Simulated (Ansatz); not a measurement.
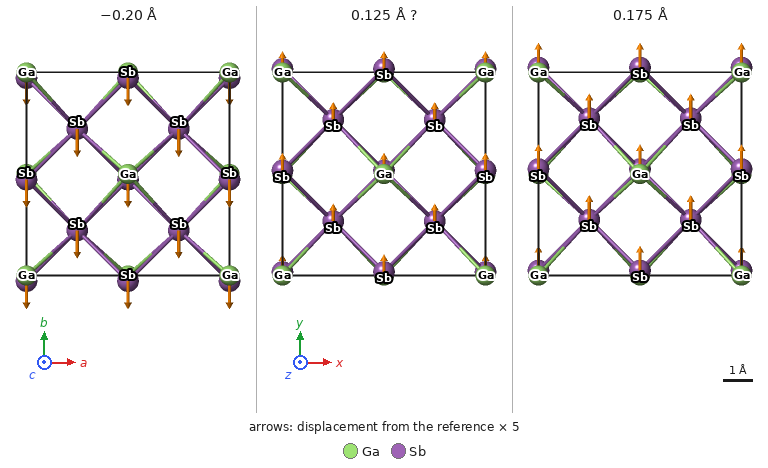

Energy scan for a crystal of GaSb3 (Fm-3m), in which the whole Sb sublattice is shifted rigidly, along Cartesian [0 1 0], all else fixed. A ball-and-stick model of the conventional cell (4 times the calculation's cell), seen along the c axis. Orange arrows: displacements from the reference. Lengths and directions refer to the drawn axes.

These are results of DFT PBEsol+D3(BJ), scalar-relativistic, plane waves, PAW (Ansatz), not measurements. Set-up: plane-wave cutoff 420 eV; k-point mesh 12 × 12 × 12; occupations gaussian; smearing width 0.15 eV; no spin polarisation. Energies (free energies at the smearing named) are counted from the relaxed crystal.

```tsv
displacement (Å)	energy change (meV/cell)
−0.200	42.0
−0.100	10.4
0.000	0.0
0.050	2.6
0.075	5.9
0.125	?
0.150	23.6
0.175	32.1
```

**One row is withheld. What is its energy?**

A straight line between the two neighbours gives 17.7 meV/cell. A cubic through the four nearest rows (0.050, 0.075, 0.150, 0.175) gives, with Lagrange weights, (−0.2000)(2.6) + (0.5000)(5.9) + (1.0000)(23.6) + (−0.3000)(32.1) = 16.4 meV/cell. The calculation gives 16.3 meV/cell, so the cubic is 0.1 meV/cell too high and the straight line 1.4 meV/cell too high, as the curve bends upwards here.

The whole profile:

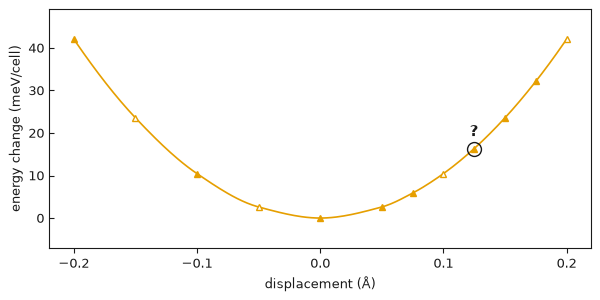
